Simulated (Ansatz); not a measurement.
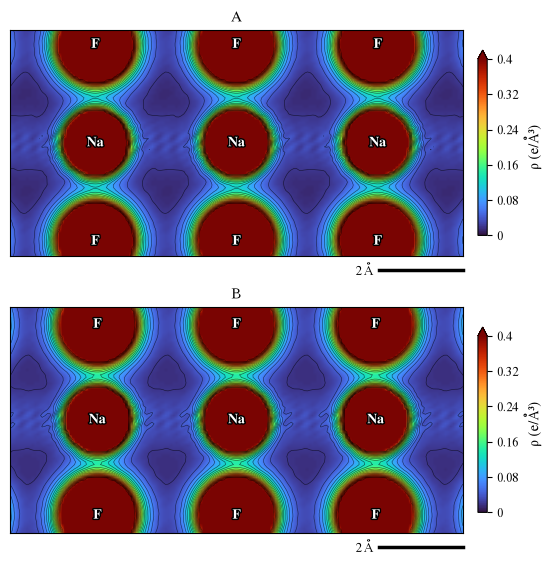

NaF. The valence charge density (pseudo) of two cells that differ in size and shape, on the (11̄0) plane of each (indices in the axes of the calculation cell), at one length scale and on one colour scale: A has 13.5 Å³ an atom and B 12.7.

Space group I4/mmm.

These are results of DFT PBE, scalar-relativistic, plane waves, PAW in Ansatz 0.2.0, not measurements.

In a PAW calculation such maps are meaningful between the atoms, not at the nuclei.

> What changes from the larger cell to the smaller?

From the larger cell to the smaller, Na–F goes from 2.36 to 2.29 Å, and the density at its midpoint from 0.14 to 0.16 e/Å³; the pressure goes from −1.6 to 1.1 GPa; the Kohn–Sham gap goes from 5.9 eV to 6.2 eV.
